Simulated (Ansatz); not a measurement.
**GaO4: density, localisation and related maps**

```
Ga O
1.0
     3.73707    0.00000    0.00000
     0.00000    3.73707    0.00000
     0.00000    0.00000    6.37440
Ga O
1 4
Direct
  0.50000 0.50000 0.00000
  0.00000 0.50000 0.50000
  0.50000 0.00000 0.50000
  0.50000 0.50000 0.26709
  0.50000 0.50000 0.73291
```

Space group P4/mmm; a structure generated by program, which may or may not match a known phase; spin-polarised.

These are results of DFT PBE, scalar-relativistic, plane waves, PAW in Ansatz, not measurements.

In a PAW calculation such maps are meaningful between the atoms, not at the nuclei.

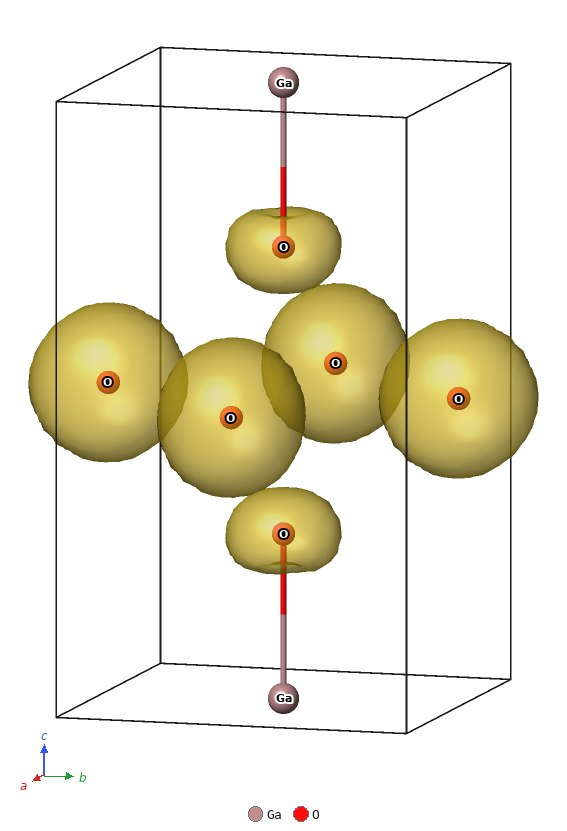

Figure 1. Isosurfaces of the magnetisation density (up minus down) at +0.2 (yellow) and −0.2 e/Å³ (cyan), seen slightly off an axis. Sticks mark near contacts.

> Where is the spin, and how is it ordered?

The spin density sits on O: +1.9 μB (×2) in one cell of 5 atoms, with smaller moments on other sites: O (up to +0.38 μB): parallel moments (a ferromagnetic arrangement) in this solution. The cell of the calculation (5 atoms) carries 5.0 μB of net spin moment. Only one sign reaches the isovalue.

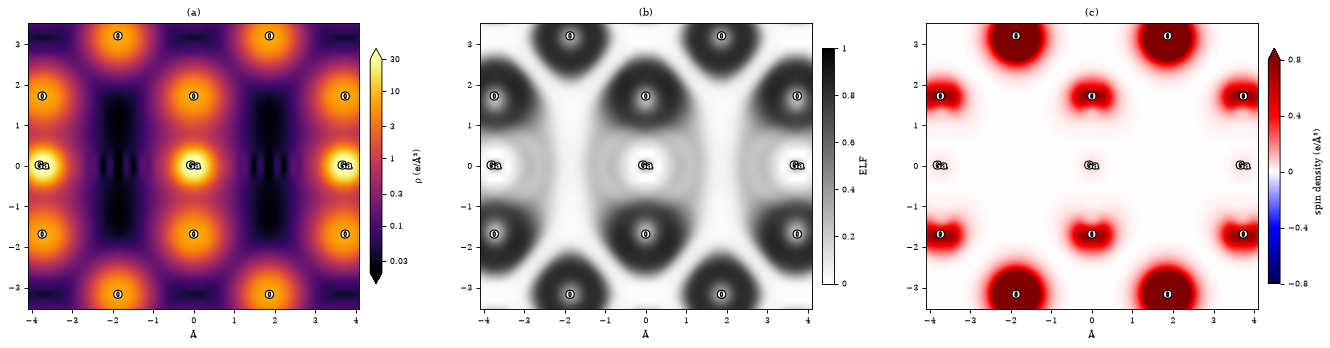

Figure 2. (a) valence charge density (pseudo); (b) ELF; (c) spin density (up minus down) on the (100) plane of the conventional cell.

> What do the fields say about this system?

- The plane passes through Ga and O nuclei.
- Ga–O (1.70 Å): ρ is about 1.1 e/Å³ halfway; the ELF peaks at about 0.75 in the valence shell of O, 0.6 Å from its nucleus, and is about 0.50 at the midpoint.
- The density dies away to nearly zero in the voids.

> Metal or insulator at this level of theory?

It is metallic or semimetallic at this level of theory: no gap opens.
